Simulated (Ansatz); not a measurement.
**Two runs on PtTe2**

System: PtTe2 (P-3m1, 3 atoms in the cell).
Method of run 1: DFT BLYP + D3(BJ), scalar-relativistic, plane waves, PAW, no spin polarisation (Ansatz 0.2.0).

The structure derives from an entry of the Crystallography Open Database. Text and figures count atoms from 1; the logs count them from 0 in places.

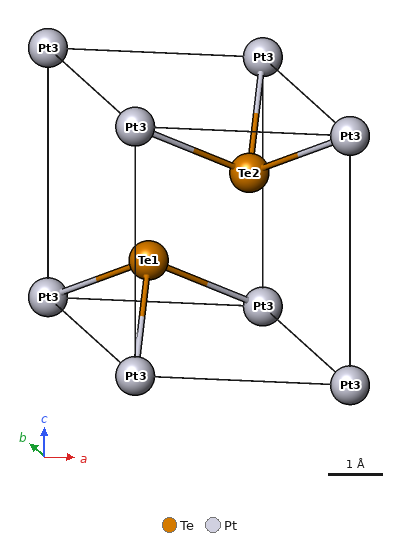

**Figure 1.** The starting structure (ball-and-stick view of the cell of the calculation, seen at an oblique angle; atoms are numbered from 1 in the order of the input). An atom can appear more than once, as a periodic image.

**Input, run 1**
```yaml
crystal:
  lattice:
    - [4.0597560715, 0.0, 0.0]
    - [-2.0298780357, 3.5158518911, 0.0]
    - [0.0, 0.0, 5.1053346818]
  atoms:
    - { symbol: Te, position: [0.3333333333, 0.6666666667, 0.2657259878] }
    - { symbol: Te, position: [0.6666666667, 0.3333333333, 0.7342740122] }
    - { symbol: Pt, position: [0.0, 0.0, 0.0] }
basis:
  ecutwfc: 420
  ecutrho_ratio: 4
kpoints:
  mp_grid: { grid: [8, 8, 6] }
hamiltonian:
  xc: blyp
  dispersion: d3bj
scf:
  occupations: { method: gaussian, width: 0.05 }
output:
  forces: true
  stress: true
  eigenvalues: true
relax:
  f_tol: 0.02
  max_steps: 40
  cell: { stress_tol: 0.2, fix: [volume] }
```

Command:
```bash
ansatz run input.yaml --threads 4 --pin off --max-ram 8192MiB --backend cpu --events-out ev --progress --plain --runs-dir out
```

Hardware: 4 threads of Arm Neoverse V2, 24 GiB of memory available, shared host.

**Output, shortened to warnings, some set-up lines, iterations and results (run 1)**
```
Basis set: ecut = 420 eV, 1409 PW (Γ), exchange–correlation on 60×60×72 points (8 copies of the dense FFT grid, shifted against one another)
Symmetry: 12 space group operations
k-points: 50 of 384
Initial density: superposition of atomic densities (neutral atoms: chi_scale 0, normalization atom), corrected by the library's trained network
[...]
SCF iter   1: F=—  HF=-26548.153029 eV  |F-HF|=—  |Δ(HF+E_count)|=         —  Δρ=6.73e-3  dr2=3.28e-2  ethr=1.77e-3  ⟨swp⟩=6.4  Hψ=6524  notcnv=0
SCF iter   2: F=—  HF=-26548.142376 eV  |F-HF|=—  |Δ(HF+E_count)|=   1.07e-2  Δρ=1.61e-3  dr2=1.35e-3  ethr=6.56e-5  ⟨swp⟩=2.0  Hψ=2646  notcnv=0  defer=41
SCF iter   3: F=—  HF=-26548.142546 eV  |F-HF|=—  |Δ(HF+E_count)|=   1.70e-4  Δρ=7.94e-4  dr2=4.17e-4  ethr=2.69e-6  ⟨swp⟩=2.0  Hψ=2708  notcnv=0  defer=41
SCF iter   4: F=—  HF=-26548.142422 eV  |F-HF|=—  |Δ(HF+E_count)|=   1.24e-4  Δρ=2.66e-4  dr2=4.65e-5  ethr=8.33e-7  ⟨swp⟩=3.0  Hψ=2779  notcnv=0  defer=41
SCF iter   5: F=—  HF=-26548.142410 eV  |F-HF|=—  |Δ(HF+E_count)|=   1.19e-5  Δρ=9.05e-5  dr2=7.99e-6  ethr=9.31e-8  ⟨swp⟩=2.0  Hψ=2507  notcnv=0  defer=41
[... 30 lines ...]
SCF iter   2: F=—  HF=-26548.152696 eV  |F-HF|=—  |Δ(HF+E_count)|=   2.84e-5  Δρ=5.59e-6  dr2=2.86e-8  ethr=1.03e-10  ⟨swp⟩=2.5  Hψ=2831  notcnv=0
SCF iter   3: F=—  HF=-26548.152696 eV  |F-HF|=—  |Δ(HF+E_count)|=   9.09e-8  Δρ=2.80e-6  dr2=2.87e-9  ethr=5.73e-11  ⟨swp⟩=2.0  Hψ=2549  notcnv=0
SCF iter   4: F=-26548.152696 eV  HF=-26548.152696 eV  |F-HF|=2.80e-9  |Δ(HF+E_count)|=   7.88e-8  Δρ=5.50e-7  dr2=7.37e-11  ethr=1.00e-12  ⟨swp⟩=4.1  Hψ=6882  notcnv=0
SCF 5 converged in 4 iterations: F = -26548.152696 eV  dr2 = 7.37e-11
relax step   5: F+E_penalty+E_count = -26548.15269619 eV  Δ(F+E_penalty+E_count) = -4.267e-6 eV  max|allowed force component| = 1.882e-3 eV/Å  Δτ_max = 0.0000 Å  P = +0.383 …
basis re-selected at this cell: Δ(F+E_penalty+E_count) = -4.267e-6 eV, ΔP = -0.000 GPa vs the last step (what re-selecting the basis moved, of the pressure what is left beyond the Pulay correction that the steps carried, after the strain that the cell walked since its last selection, with what the …
SCF converged after 4 iterations
Free energy (F): -26548.152696 eV
Harris-Foulkes:  -26548.152696 eV  (|F-HF|=2.80e-9)
Internal energy: -26548.150986 eV  (E = F + TS)
E sigma→0 (E₀):  -26548.151841 eV
Entropy (-TS):   -0.001711 eV (-0.570 meV/atom)
Fermi energy:    14.274684 eV
--- Per-component energies (eV) ---
  E_band       = -666.176083
  E_kinetic    = 1005.106454
  E_local      = -4330.998325  (includes V_loc(G=0)·N_el)
  E_nonlocal   = -426.842063
  E_hartree    = 2316.287011
  E_xc         = -505.066660
  E_vxc        = -503.315093  (∫ρ·V_xc dr)
  E_paw        = -18846.940652  (= ΣΔE_a)
  E_vpaw       = -1042.701078  (= ΣTr[D̂ρ^β])
  E_aug_tail   = -0.000210  (compensation charges beyond the density's cutoff)
  E_ewald      = -5755.830431
  E_disp       = -3.950378  (pairwise vdW)
  E_core_change = 0.084269  (= ΣΔE_core)
  E_smearing   = -0.001711  (= −TS)
  E_closure    = 0.000000  (closes the sum)
  Σ components = -26548.152696   (vs F -26548.152696, Δ=0.00e0)
--- Forces (eV/Å), atoms counted from 1 ---
  atom   1  Te     0.00000000     0.00000000    -0.00188178
  atom   2  Te    -0.00000000    -0.00000000     0.00188178
  atom   3  Pt     0.00000000    -0.00000000     0.00000000
  max |Σ_I F_I| component: 4.34e-19 eV/Å
--- Stress (GPa, compression-positive) ---
        0.385947       0.000000       0.000000
        0.000000       0.385947       0.000000
        0.000000       0.000000       0.377660
  P = ⅓ Tr σ = 0.3832 GPa (3.832 kbar)
--- Relaxed structure (4 steps of the walk, 3 accepted, 1 SCFs on fresh bases) ---
  F+E_penalty+E_count = -26548.15269619 eV   max|allowed force component| = 1.882e-3 eV/Å   (the final SCF, on the basis selected at the relaxed cell)
  cell:  # Å, volume = 72.8710 Å³
    - [4.062224572724612, -2.888507249346115e-11, -1.8259478975368693e-19]
    - [-2.0311122863372906, 3.517989675871343, 9.129739487683352e-20]
    - [-2.296215576566245e-19, 1.6183213815590076e-30, 5.099131826419602]
  atoms:
[...]
```

The input of run 2 differs as follows (lines with − go, lines with + come):
```diff
-  xc: blyp
+  xc: revpbe
```

What does this change do to the results?

The total energies belong to different methods, so their difference says nothing on which is more stable or more accurate. The pressure goes from 0.38 to −2.65 GPa. The functional changes from BLYP to revPBE. The SCF takes 27 iterations over all geometry steps against 30.

**Output, shortened to warnings, some set-up lines, iterations and results (run 2)**
```
Basis set: ecut = 420 eV, 1409 PW (Γ), exchange–correlation on 60×60×72 points (8 copies of the dense FFT grid, shifted against one another)
Symmetry: 12 space group operations
k-points: 50 of 384
Initial density: superposition of atomic densities (neutral atoms: chi_scale 0, normalization atom), corrected by the library's trained network
[...]
SCF iter   1: F=—  HF=-26509.599938 eV  |F-HF|=—  |Δ(HF+E_count)|=         —  Δρ=2.72e-3  dr2=3.96e-3  ethr=1.77e-3  ⟨swp⟩=6.5  Hψ=6534  notcnv=0
SCF iter   2: F=—  HF=-26509.601328 eV  |F-HF|=—  |Δ(HF+E_count)|=   1.39e-3  Δρ=1.57e-3  dr2=3.42e-3  ethr=7.93e-6  ⟨swp⟩=2.0  Hψ=3310  notcnv=0  defer=40
SCF iter   3: F=—  HF=-26509.600136 eV  |F-HF|=—  |Δ(HF+E_count)|=   1.19e-3  Δρ=5.28e-4  dr2=8.20e-5  ethr=6.84e-6  ⟨swp⟩=2.0  Hψ=2517  notcnv=0  defer=40
SCF iter   4: F=—  HF=-26509.600260 eV  |F-HF|=—  |Δ(HF+E_count)|=   1.23e-4  Δρ=1.69e-4  dr2=1.36e-5  ethr=1.64e-7  ⟨swp⟩=2.0  Hψ=2007  notcnv=0  defer=40
SCF iter   5: F=—  HF=-26509.600280 eV  |F-HF|=—  |Δ(HF+E_count)|=   1.98e-5  Δρ=2.86e-5  dr2=7.93e-7  ethr=2.71e-8  ⟨swp⟩=2.0  Hψ=2009  notcnv=0  defer=40
[... 25 lines ...]
SCF iter   5: F=-26509.601138 eV  HF=-26509.601138 eV  |F-HF|=1.09e-11  |Δ(HF+E_count)|=  2.91e-11  Δρ=2.29e-8  dr2=4.55e-13  ethr=1.00e-12  ⟨swp⟩=1.0  Hψ=1500  notcnv=0
SCF iter   6: F=-26509.601138 eV  HF=-26509.601138 eV  |F-HF|=0.00e0  |Δ(HF+E_count)|=  1.46e-11  Δρ=7.57e-9  dr2=7.03e-14  ethr=1.00e-12  ⟨swp⟩=1.0  Hψ=1500  notcnv=0
SCF iter   7: F=-26509.601138 eV  HF=-26509.601138 eV  |F-HF|=7.28e-12  |Δ(HF+E_count)|=  7.28e-12  Δρ=2.17e-9  dr2=4.51e-15  ethr=1.00e-12  ⟨swp⟩=1.5  Hψ=3381  notcnv=0
SCF 4 converged in 7 iterations: F = -26509.601138 eV  dr2 = 4.51e-15
relax step   4: F+E_penalty+E_count = -26509.60113847 eV  Δ(F+E_penalty+E_count) = -9.843e-6 eV  max|allowed force component| = 4.809e-3 eV/Å  Δτ_max = 0.0000 Å  P = -2.651 …
basis re-selected at this cell: Δ(F+E_penalty+E_count) = -9.843e-6 eV, ΔP = -0.000 GPa vs the last step (what re-selecting the basis moved, of the pressure what is left beyond the Pulay correction that the steps carried, after the strain that the cell walked since its last selection, with what the …
SCF converged after 7 iterations
Free energy (F): -26509.601138 eV
Harris-Foulkes:  -26509.601138 eV  (|F-HF|=7.28e-12)
Internal energy: -26509.599443 eV  (E = F + TS)
E sigma→0 (E₀):  -26509.600291 eV
Entropy (-TS):   -0.001695 eV (-0.565 meV/atom)
Fermi energy:    13.947409 eV
--- Per-component energies (eV) ---
  E_band       = -688.124225
  E_kinetic    = 1000.698940
  E_local      = -4354.235407  (includes V_loc(G=0)·N_el)
  E_nonlocal   = -423.317859
  E_hartree    = 2324.616567
  E_xc         = -512.030189
  E_vxc        = -512.708415  (∫ρ·V_xc dr)
  E_paw        = -18801.445889  (= ΣΔE_a)
  E_vpaw       = -1047.794473  (= ΣTr[D̂ρ^β])
  E_aug_tail   = -0.000146  (compensation charges beyond the density's cutoff)
  E_ewald      = -5740.605446
  E_disp       = -3.197360  (pairwise vdW)
  E_core_change = -0.082655  (= ΣΔE_core)
  E_smearing   = -0.001695  (= −TS)
  E_closure    = 0.000000  (closes the sum)
  Σ components = -26509.601138   (vs F -26509.601138, Δ=0.00e0)
--- Forces (eV/Å), atoms counted from 1 ---
  atom   1  Te     0.00000000     0.00000000    -0.00480920
  atom   2  Te    -0.00000000    -0.00000000     0.00480920
  atom   3  Pt     0.00000000     0.00000000     0.00000000
  max |Σ_I F_I| component: 1.45e-19 eV/Å
--- Stress (GPa, compression-positive) ---
       -2.640823       0.000000      -0.000000
        0.000000      -2.640823      -0.000000
       -0.000000      -0.000000      -2.670319
  P = ⅓ Tr σ = -2.6507 GPa (-26.507 kbar)
--- Relaxed structure (3 steps of the walk, 2 accepted, 1 SCFs on fresh bases) ---
  F+E_penalty+E_count = -26509.60113847 eV   max|allowed force component| = 4.809e-3 eV/Å   (the final SCF, on the basis selected at the relaxed cell)
  cell:  # Å, volume = 72.8710 Å³
    - [4.064519604939084, -2.8901391651014122e-11, -3.521592535609745e-19]
    - [-2.0322598024445124, 3.5199772320715876, 1.7607962678048278e-19]
    - [-4.428568660417233e-19, 3.1424813173329677e-30, 5.093374999544078]
  atoms:
[...]
```

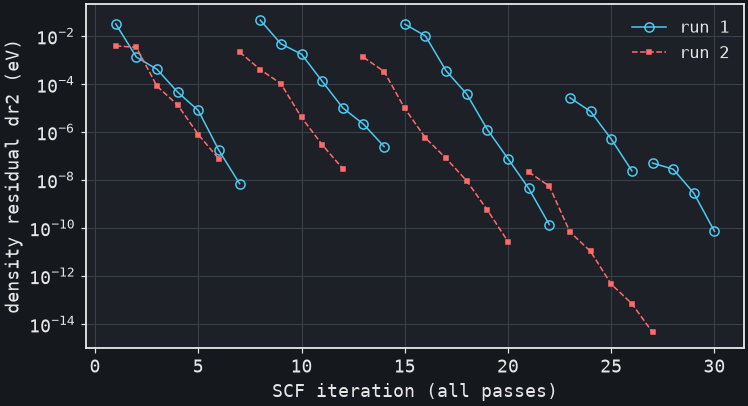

**Figure 2.** Convergence of the two runs: density residual dr2 against the SCF iteration. A break in a curve parts two SCF passes. Run 1 takes 30 iterations in all, and run 2 takes 27.

**The two runs side by side**

| quantity | run 1 | run 2 |
| --- | --- | --- |
| outcome | converged | converged |
| free energy per atom (eV) | −8849.3842 | −8836.5337 |
| energy per atom, smearing taken to zero (eV) | −8849.3839 | −8836.5334 |
| gap on the mesh (eV) | 0.00 | 0.00 |
| pressure (GPa) | 0.38 | −2.65 |
| largest force (eV/Å) | 0.002 | 0.005 |
| SCF iterations | 30 | 27 |
| irreducible k-points | 50 | 50 |
| wall time (shared host) | 7 s | 5.7 s |

For both runs: Spin–orbit coupling is left out, which matters for Pt.
